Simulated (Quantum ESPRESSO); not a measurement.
# Run report: PbTe, band-structure run

PbTe (Fm-3m, 2 atoms in the cell), computed with Kohn-Sham DFT of a periodic cell, PBE, JTH 2.0 PBE, no spin polarisation (Quantum ESPRESSO 7.5).

The structure derives from an entry of the Crystallography Open Database.

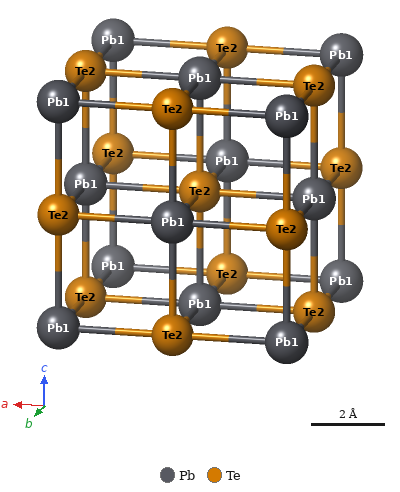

Figure 1. The structure as given in the input (ball-and-stick view of the cell 4 times as large as that of the calculation, set on its symmetry axes, seen at an oblique angle; atoms are numbered from 1 in the order of the input). An atom can appear more than once, as a periodic image. Near neighbours in the periodic cell (some may lie outside the picture): Pb has 6 Te at 3.23 Å; Te has 6 Pb at 3.23 Å.

Input file:
```
&CONTROL
  calculation = 'scf'
  prefix = 'pwscf'
  outdir = './tmp'
  pseudo_dir = './pseudo'
  tprnfor = .true.
  tstress = .true.
  disk_io = 'low'
/
&SYSTEM
  ibrav = 0
  nat = 2
  ntyp = 2
  ecutwfc = 45
  ecutrho = 270
  nbnd = 16
  occupations = 'smearing'
  smearing = 'fd'
  degauss = 0.00367493
/
&ELECTRONS
  conv_thr = 4d-10
  electron_maxstep = 120
  mixing_beta = 0.5
/
ATOMIC_SPECIES
Pb   207.2000 Pb.GGA_PBE-JTH.UPF
Te   127.6000 Te.GGA_PBE-JTH.UPF
CELL_PARAMETERS angstrom
   0.0000000000    3.2310000000    3.2310000000
   3.2310000000    0.0000000000    3.2310000000
   3.2310000000    3.2310000000    0.0000000000
ATOMIC_POSITIONS angstrom
Pb     0.0000000000    0.0000000000    0.0000000000
Te     3.2310000000    3.2310000000    3.2310000000
K_POINTS automatic
7 7 7 0 0 0
```

File bands.in:
```
&CONTROL
  calculation = 'bands'
  prefix = 'pwscf'
  outdir = './tmp'
  pseudo_dir = './pseudo'
  disk_io = 'low'
  verbosity = 'high'
/
&SYSTEM
  ibrav = 0
  nat = 2
  ntyp = 2
  ecutwfc = 45
  ecutrho = 270
  nbnd = 16
  occupations = 'smearing'
  smearing = 'fd'
  degauss = 0.00367493
/
&ELECTRONS
  conv_thr = 1d-08
  electron_maxstep = 120
  mixing_beta = 0.5
  diago_full_acc = .true.
  startingwfc = 'random'
/
ATOMIC_SPECIES
Pb   207.2000 Pb.GGA_PBE-JTH.UPF
Te   127.6000 Te.GGA_PBE-JTH.UPF
CELL_PARAMETERS angstrom
   0.0000000000    3.2310000000    3.2310000000
   3.2310000000    0.0000000000    3.2310000000
   3.2310000000    3.2310000000    0.0000000000
ATOMIC_POSITIONS angstrom
Pb     0.0000000000    0.0000000000    0.0000000000
Te     3.2310000000    3.2310000000    3.2310000000
K_POINTS crystal
60
 0.0000000000  0.0000000000  0.0000000000 1
 0.0625000000  0.0000000000  0.0625000000 1
 0.1250000000  0.0000000000  0.1250000000 1
 0.1875000000  0.0000000000  0.1875000000 1
 0.2500000000  0.0000000000  0.2500000000 1
 0.3125000000  0.0000000000  0.3125000000 1
 0.3750000000  0.0000000000  0.3750000000 1
 0.4375000000  0.0000000000  0.4375000000 1
 0.5000000000  0.0000000000  0.5000000000 1
 0.5000000000  0.0625000000  0.5625000000 1
 0.5000000000  0.1250000000  0.6250000000 1
 0.5000000000  0.1875000000  0.6875000000 1
 0.5000000000  0.2500000000  0.7500000000 1
 0.4375000000  0.3125000000  0.7500000000 1
 0.3750000000  0.3750000000  0.7500000000 1
 0.3375000000  0.3375000000  0.6750000000 1
 0.3000000000  0.3000000000  0.6000000000 1
 0.2625000000  0.2625000000  0.5250000000 1
 0.2250000000  0.2250000000  0.4500000000 1
 0.1875000000  0.1875000000  0.3750000000 1
 0.1500000000  0.1500000000  0.3000000000 1
 0.1125000000  0.1125000000  0.2250000000 1
 0.0750000000  0.0750000000  0.1500000000 1
 0.0375000000  0.0375000000  0.0750000000 1
 0.0000000000  0.0000000000  0.0000000000 1
 0.0625000000  0.0625000000  0.0625000000 1
 0.1250000000  0.1250000000  0.1250000000 1
 0.1875000000  0.1875000000  0.1875000000 1
 0.2500000000  0.2500000000  0.2500000000 1
 0.3125000000  0.3125000000  0.3125000000 1
 0.3750000000  0.3750000000  0.3750000000 1
 0.4375000000  0.4375000000  0.4375000000 1
 0.5000000000  0.5000000000  0.5000000000 1
 0.5250000000  0.4500000000  0.5250000000 1
 0.5500000000  0.4000000000  0.5500000000 1
 0.5750000000  0.3500000000  0.5750000000 1
 0.6000000000  0.3000000000  0.6000000000 1
 0.6250000000  0.2500000000  0.6250000000 1
 0.5833333333  0.2500000000  0.6666666667 1
 0.5416666667  0.2500000000  0.7083333333 1
 0.5000000000  0.2500000000  0.7500000000 1
 0.5000000000  0.2857142857  0.7142857143 1
 0.5000000000  0.3214285714  0.6785714286 1
 0.5000000000  0.3571428571  0.6428571429 1
 0.5000000000  0.3928571429  0.6071428571 1
 0.5000000000  0.4285714286  0.5714285714 1
 0.5000000000  0.4642857143  0.5357142857 1
 0.5000000000  0.5000000000  0.5000000000 1
 0.4821428571  0.4821428571  0.5357142857 1
 0.4642857143  0.4642857143  0.5714285714 1
 0.4464285714  0.4464285714  0.6071428571 1
 0.4285714286  0.4285714286  0.6428571429 1
 0.4107142857  0.4107142857  0.6785714286 1
 0.3928571429  0.3928571429  0.7142857143 1
 0.3750000000  0.3750000000  0.7500000000 1
 0.6250000000  0.2500000000  0.6250000000 1
 0.5937500000  0.1875000000  0.5937500000 1
 0.5625000000  0.1250000000  0.5625000000 1
 0.5312500000  0.0625000000  0.5312500000 1
 0.5000000000  0.0000000000  0.5000000000 1
```

Command:
```bash
OMP_NUM_THREADS=1 pw.x -in pw.in > pw.out
OMP_NUM_THREADS=1 pw.x -in bands.in > bands.out
```

The program's output:
```
This program is part of the open-source Quantum ESPRESSO suite
     for quantum simulation of materials; please cite
         "P. Giannozzi et al., J. Phys.:Condens. Matter 21 395502 (2009);
         "P. Giannozzi et al., J. Phys.:Condens. Matter 29 465901 (2017);
         "P. Giannozzi et al., J. Chem. Phys. 152 154105 (2020);
          URL
     in publications or presentations arising from this work. More details at

     file Pb.GGA_PBE-JTH.UPF: wavefunction(s)  0S 6P 0P 5D 0D renormalized
     file Te.GGA_PBE-JTH.UPF: wavefunction(s)  0S 0P renormalized
     Message from routine setup:
     using ibrav=0 with symmetry is DISCOURAGED, use correct ibrav instead

     G-vector sticks info
     --------------------
     sticks:   dense  smooth     PW     G-vecs:    dense   smooth      PW
     Sum        1393     925    283                34327    18499    3071

     Using Slab Decomposition

     bravais-lattice index     =            0
     lattice parameter (alat)  =       8.6348  a.u.
     unit-cell volume          =     455.2369 (a.u.)^3
     number of atoms/cell      =            2
     number of atomic types    =            2
     number of electrons       =        20.00
     number of Kohn-Sham states=           16
     kinetic-energy cutoff     =      45.0000  Ry
     charge density cutoff     =     270.0000  Ry
     scf convergence threshold =      4.0E-10
     mixing beta               =       0.5000
     number of iterations used =            8  plain     mixing
     Exchange-correlation= SLA PW PBX PBC
                           (   1   4   3   4   0   0   0)

     celldm(1)=   8.634771  celldm(2)=   0.000000  celldm(3)=   0.000000
     celldm(4)=   0.000000  celldm(5)=   0.000000  celldm(6)=   0.000000

     crystal axes: (cart. coord. in units of alat)
               a(1) = (   0.000000   0.707107   0.707107 )
               a(2) = (   0.707107   0.000000   0.707107 )
               a(3) = (   0.707107   0.707107   0.000000 )

     reciprocal axes: (cart. coord. in units 2 pi/alat)
               b(1) = ( -0.707107  0.707107  0.707107 )
               b(2) = (  0.707107 -0.707107  0.707107 )
               b(3) = (  0.707107  0.707107 -0.707107 )

     PseudoPot. # 1 for Pb read from file:
     Pb.GGA_PBE-JTH.UPF
     Pseudo is Projector augmented-wave + core cor, Zval = 14.0
     Generated using ATOMPAW code
     Shape of augmentation charge: BESSEL
     Using radial grid of 1130 points,  6 beta functions with:
                l(1) =   0
                l(2) =   0
                l(3) =   1
                l(4) =   1
                l(5) =   2
                l(6) =   2
     Q(r) pseudized with 0 coefficients

     PseudoPot. # 2 for Te read from file:
     Te.GGA_PBE-JTH.UPF
     Pseudo is Projector augmented-wave + core cor, Zval =  6.0
     Generated using ATOMPAW code
     Shape of augmentation charge: SINC**2
     Using radial grid of 1093 points,  4 beta functions with:
                l(1) =   0
                l(2) =   0
                l(3) =   1
                l(4) =   1
     Q(r) pseudized with 0 coefficients

     atomic species   valence    mass     pseudopotential
     Pb               14.00   207.20000     Pb( 1.00)
     Te                6.00   127.60000     Te( 1.00)

     48 Sym. Ops., with inversion, found

   Cartesian axes

     site n.     atom                  positions (alat units)
         1        Pb     tau(   1) = (   0.0000000   0.0000000   0.0000000  )
         2        Te     tau(   2) = (   0.7071068   0.7071068   0.7071068  )

     number of k points=    20  Fermi-Dirac smearing, width (Ry)=  0.0037
                       cart. coord. in units 2pi/alat
        k(    1) = (   0.0000000   0.0000000   0.0000000), wk =   0.0058309
        k(    2) = (   0.1010153   0.1010153  -0.1010153), wk =   0.0466472
        k(    3) = (   0.2020305   0.2020305  -0.2020305), wk =   0.0466472
        k(    4) = (   0.3030458   0.3030458  -0.3030458), wk =   0.0466472
        k(    5) = (   0.2020305  -0.0000000   0.0000000), wk =   0.0349854
        k(    6) = (   0.3030458   0.1010153  -0.1010153), wk =   0.1399417
        k(    7) = (   0.4040610   0.2020305  -0.2020305), wk =   0.1399417
        k(    8) = (  -0.2020305  -0.4040610   0.4040610), wk =   0.1399417
        k(    9) = (  -0.1010153  -0.3030458   0.3030458), wk =   0.1399417
        k(   10) = (  -0.0000000  -0.2020305   0.2020305), wk =   0.0699708
        k(   11) = (   0.4040610  -0.0000000   0.0000000), wk =   0.0349854
        k(   12) = (   0.5050763   0.1010153  -0.1010153), wk =   0.1399417
        k(   13) = (  -0.1010153  -0.5050763   0.5050763), wk =   0.1399417
        k(   14) = (   0.0000000  -0.4040610   0.4040610), wk =   0.0699708
        k(   15) = (   0.6060915  -0.0000000   0.0000000), wk =   0.0349854
        k(   16) = (  -0.0000000  -0.6060915   0.6060915), wk =   0.0699708
        k(   17) = (   0.4040610   0.2020305   0.0000000), wk =   0.1399417
        k(   18) = (  -0.2020305  -0.4040610   0.6060915), wk =   0.2798834
        k(   19) = (  -0.1010153  -0.5050763   0.7071068), wk =   0.1399417
        k(   20) = (   0.0000000  -0.4040610   0.6060915), wk =   0.1399417

     Dense  grid:    34327 G-vectors     FFT dimensions: (  45,  45,  45)

     Smooth grid:    18499 G-vectors     FFT dimensions: (  40,  40,  40)

     Initial potential from superposition of free atoms

     starting charge      19.9974, renormalised to      20.0000

     negative rho (up, down):  5.191E-03 0.000E+00
     Starting wfcs are   26 randomized atomic wfcs

     Self-consistent Calculation

     iteration #  1     ecut=    45.00 Ry     beta= 0.50
     Davidson diagonalization with overlap
     ethr =  1.00E-02,  avg # of iterations =  8.2

     Threshold (ethr) on eigenvalues was too large:
     Diagonalizing with lowered threshold

     Davidson diagonalization with overlap
     ethr =  1.76E-04,  avg # of iterations =  5.9

     negative rho (up, down):  6.125E-03 0.000E+00

     total energy              =   -1233.21126722 Ry
     estimated scf accuracy    <       0.03510547 Ry

     iteration #  2     ecut=    45.00 Ry     beta= 0.50
     Davidson diagonalization with overlap
     ethr =  1.76E-04,  avg # of iterations =  2.0

     negative rho (up, down):  6.088E-03 0.000E+00

     total energy              =   -1233.22058474 Ry
     estimated scf accuracy    <       0.00269267 Ry

     iteration #  3     ecut=    45.00 Ry     beta= 0.50
     Davidson diagonalization with overlap
     c_bands:  1 eigenvalues not converged
     ethr =  1.35E-05,  avg # of iterations =  6.4

     negative rho (up, down):  6.286E-03 0.000E+00

     total energy              =   -1233.22111336 Ry
     estimated scf accuracy    <       0.00041173 Ry

     iteration #  4     ecut=    45.00 Ry     beta= 0.50
     Davidson diagonalization with overlap
     ethr =  2.06E-06,  avg # of iterations =  5.8

     negative rho (up, down):  6.289E-03 0.000E+00

     total energy              =   -1233.22118342 Ry
     estimated scf accuracy    <       0.00001642 Ry

     iteration #  5     ecut=    45.00 Ry     beta= 0.50
     Davidson diagonalization with overlap
     ethr =  8.21E-08,  avg # of iterations =  4.2

     negative rho (up, down):  6.279E-03 0.000E+00

     total energy              =   -1233.22118797 Ry
     estimated scf accuracy    <       0.00000595 Ry

     iteration #  6     ecut=    45.00 Ry     beta= 0.50
     Davidson diagonalization with overlap
     ethr =  2.98E-08,  avg # of iterations =  2.1

     negative rho (up, down):  6.284E-03 0.000E+00

     total energy              =   -1233.22118986 Ry
     estimated scf accuracy    <       0.00000280 Ry

     iteration #  7     ecut=    45.00 Ry     beta= 0.50
     Davidson diagonalization with overlap
     ethr =  1.40E-08,  avg # of iterations =  1.9

     negative rho (up, down):  6.287E-03 0.000E+00

     total energy              =   -1233.22119040 Ry
     estimated scf accuracy    <       0.00000003 Ry

     iteration #  8     ecut=    45.00 Ry     beta= 0.50
     Davidson diagonalization with overlap
     ethr =  1.70E-10,  avg # of iterations =  7.8

     negative rho (up, down):  6.287E-03 0.000E+00

     total energy              =   -1233.22119059 Ry
     estimated scf accuracy    <       0.00000001 Ry

     iteration #  9     ecut=    45.00 Ry     beta= 0.50
     Davidson diagonalization with overlap
     ethr =  6.82E-11,  avg # of iterations =  2.1

     negative rho (up, down):  6.288E-03 0.000E+00

     total energy              =   -1233.22119059 Ry
     estimated scf accuracy    <          9.6E-10 Ry

     iteration # 10     ecut=    45.00 Ry     beta= 0.50
     Davidson diagonalization with overlap
     ethr =  4.80E-12,  avg # of iterations =  5.0

     negative rho (up, down):  6.288E-03 0.000E+00

     total energy              =   -1233.22119060 Ry
     estimated scf accuracy    <          1.1E-09 Ry

     iteration # 11     ecut=    45.00 Ry     beta= 0.50
     Davidson diagonalization with overlap
     ethr =  4.80E-12,  avg # of iterations =  1.8

     negative rho (up, down):  6.288E-03 0.000E+00

     End of self-consistent calculation

          k = 0.0000 0.0000 0.0000 (  2277 PWs)   bands (ev):

    -9.6154  -9.6154  -9.6061  -9.6061  -9.6061  -4.9194   1.4999   5.7593
     5.7593   5.7593  11.2567  11.2567  11.2567  12.9691  12.9691  12.9691

          k = 0.1010 0.1010-0.1010 (  2316 PWs)   bands (ev):

    -9.6175  -9.6175  -9.6056  -9.6032  -9.6032  -4.7452   0.9465   5.8108
     5.8108   6.0602  10.2764  10.4855  10.4855  12.8359  13.3674  13.3674

          k = 0.2020 0.2020-0.2020 (  2334 PWs)   bands (ev):

    -9.6232  -9.6232  -9.6044  -9.5955  -9.5955  -4.2529  -0.2188   5.9714
     5.9714   6.5675   8.9417   9.2895   9.2895  13.4040  14.4397  14.4397

          k = 0.3030 0.3030-0.3030 (  2334 PWs)   bands (ev):

    -9.6280  -9.6280  -9.6035  -9.5891  -9.5891  -3.6269  -1.2834   6.1795
     6.1795   7.0051   8.0054   8.4773   8.4773  14.9171  16.0232  16.0232

          k = 0.2020-0.0000 0.0000 (  2313 PWs)   bands (ev):

    -9.6229  -9.6133  -9.6080  -9.6014  -9.6014  -4.6874   0.8882   5.4287
     5.4287   6.6954   9.0914  11.3018  11.3018  11.9933  14.0452  14.0452

          k = 0.3030 0.1010-0.1010 (  2317 PWs)   bands (ev):

    -9.6312  -9.6151  -9.6076  -9.5965  -9.5943  -4.3027   0.1128   5.2697
     5.3515   6.4267   8.8913  10.6217  10.7636  12.0679  14.8689  15.1446

          k = 0.4041 0.2020-0.2020 (  2328 PWs)   bands (ev):

    -9.6365  -9.6210  -9.6040  -9.5925  -9.5879  -3.7049  -0.9074   5.3019
     5.4143   5.8844   9.2205   9.7566   9.8873  13.0672  16.2215  16.6268

          k =-0.2020-0.4041 0.4041 (  2332 PWs)   bands (ev):

    -9.6349  -9.6254  -9.6013  -9.5908  -9.5880  -3.4110  -1.3460   4.8140
     5.8400   6.2934   8.7115   8.9275  10.3036  14.6664  15.4209  15.8995

          k =-0.1010-0.3030 0.3030 (  2330 PWs)   bands (ev):

    -9.6275  -9.6255  -9.6024  -9.5942  -9.5920  -3.9090  -0.6460   4.6827
     6.2874   6.8880   8.3269   8.6084  10.9528  13.5843  14.3440  16.6843

          k =-0.0000-0.2020 0.2020 (  2315 PWs)   bands (ev):

    -9.6221  -9.6196  -9.6050  -9.6008  -9.5970  -4.4640   0.3185   5.0637
     6.2270   6.7217   8.9715   9.2414  11.2132  12.9765  13.4627  14.8743

          k = 0.4041-0.0000 0.0000 (  2305 PWs)   bands (ev):

    -9.6467  -9.6122  -9.6085  -9.5904  -9.5904  -4.0509   0.0877   4.7960
     4.7960   5.0420  10.3974  10.9914  11.8201  11.8201  15.9127  16.2065

          k = 0.5051 0.1010-0.1010 (  2333 PWs)   bands (ev):

    -9.6565  -9.6112  -9.6100  -9.5869  -9.5849  -3.5899  -0.4327   3.9332
     4.6991   4.8149  10.8625  11.4562  11.5470  11.9152  16.9336  17.4943

          k =-0.1010-0.5051 0.5051 (  2306 PWs)   bands (ev):

    -9.6535  -9.6160  -9.6043  -9.5893  -9.5847  -3.2171  -1.0185   3.4245
     5.0083   5.2654  10.2705  10.4285  12.3538  12.7070  15.8224  16.3483

          k = 0.0000-0.4041 0.4041 (  2321 PWs)   bands (ev):

    -9.6406  -9.6222  -9.5961  -9.5959  -9.5895  -3.4123  -1.0261   3.6703
     5.6624   6.0323   9.2773   9.3198  12.1052  14.6219  14.7356  14.9639

          k = 0.6061-0.0000 0.0000 (  2321 PWs)   bands (ev):

    -9.6721  -9.6156  -9.6046  -9.5812  -9.5812  -3.3594  -0.2053   2.9454
     4.3650   4.3650  10.4757  12.5004  12.5004  13.2255  17.2680  17.3423

          k =-0.0000-0.6061 0.6061 (  2308 PWs)   bands (ev):

    -9.6705  -9.6128  -9.6073  -9.5824  -9.5811  -3.1903  -0.4866   2.7311
     4.4726   4.5685  10.7925  11.9053  12.1161  13.5306  17.2002  17.5073

          k = 0.4041 0.2020 0.0000 (  2327 PWs)   bands (ev):

    -9.6407  -9.6162  -9.6068  -9.5908  -9.5907  -3.8619  -0.4315   4.3902
     5.2104   5.9996   9.4672  10.0616  11.3957  12.5933  15.6398  16.2012

          k =-0.2020-0.4041 0.6061 (  2316 PWs)   bands (ev):

    -9.6457  -9.6197  -9.6013  -9.5932  -9.5855  -3.3507  -1.0412   4.0545
     4.4084   6.5556   8.6476  10.9112  11.5947  13.3449  15.0616  16.7476

          k =-0.1010-0.5051 0.7071 (  2324 PWs)   bands (ev):

    -9.6625  -9.6111  -9.6092  -9.5873  -9.5813  -3.2471  -0.6584   3.1855
     3.9430   5.5553  10.2651  11.2474  12.7661  12.9427  15.8824  17.5829

          k = 0.0000-0.4041 0.6061 (  2317 PWs)   bands (ev):

    -9.6565  -9.6160  -9.6015  -9.5943  -9.5814  -3.1165  -0.9444   3.2046
     3.8329   6.4255   9.0509  11.8194  12.6286  13.3316  14.5496  17.7506

     the Fermi energy is     7.5116 ev

!    total energy              =   -1233.22119060 Ry
     total all-electron energy =     -1233.221191 Ry
     estimated scf accuracy    <          2.3E-11 Ry
     smearing contrib. (-TS)   =      -0.00000020 Ry
     internal energy E=F+TS    =   -1233.22119040 Ry

     The total energy is F=E-TS. E is the sum of the following terms:
     one-electron contribution =     -41.85821095 Ry
     hartree contribution      =      44.27244304 Ry
     xc contribution           =     -24.93216734 Ry
     ewald contribution        =    -102.09821009 Ry
     one-center paw contrib.   =   -1108.60504506 Ry

     convergence has been achieved in  11 iterations

     negative rho (up, down):  6.288E-03 0.000E+00

     Forces acting on atoms (cartesian axes, Ry/au):

     atom    1 type  1   force =    -0.00000000    0.00000000   -0.00000000
     atom    2 type  2   force =     0.00000000    0.00000000    0.00000000

     Total force =     0.000000     Total SCF correction =     0.000000

     Computing stress (Cartesian axis) and pressure

     negative rho (up, down):  6.288E-03 0.000E+00
          total   stress  (Ry/bohr**3)                   (kbar)     P=       20.97
   0.00014255  -0.00000000   0.00000000           20.97       -0.00        0.00
  -0.00000000   0.00014255   0.00000000           -0.00       20.97        0.00
  -0.00000000   0.00000000   0.00014255           -0.00        0.00       20.97

=------------------------------------------------------------------------------=
   JOB DONE.
=------------------------------------------------------------------------------=
```

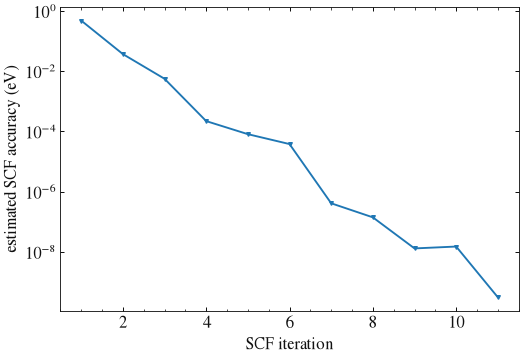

Figure 2. Convergence of the self-consistent field: estimated SCF accuracy against the iteration. The field takes 11 iterations in all.

Results in brief:

- outcome: converged
- space group (tolerance 0.01 Å): Fm-3m (225)
- electrons treated: 20
- free energy: −16778.8291 eV
- Fermi energy: 7.512 eV
- gap on the k-point mesh: 1.00 eV
- gap on the band path: 0.71 eV
- pressure: 2.10 GPa
- largest force (length of the vector): under 0.001 eV/Å
- hardware: 1 thread of Arm Neoverse V1, 24 GiB of memory available, shared host
- wall time: 94 s
- peak memory: 0.17 GiB

Notes on the run: eigenvalues not converged; negative rho. Spin–orbit coupling is left out, which matters for Pb.
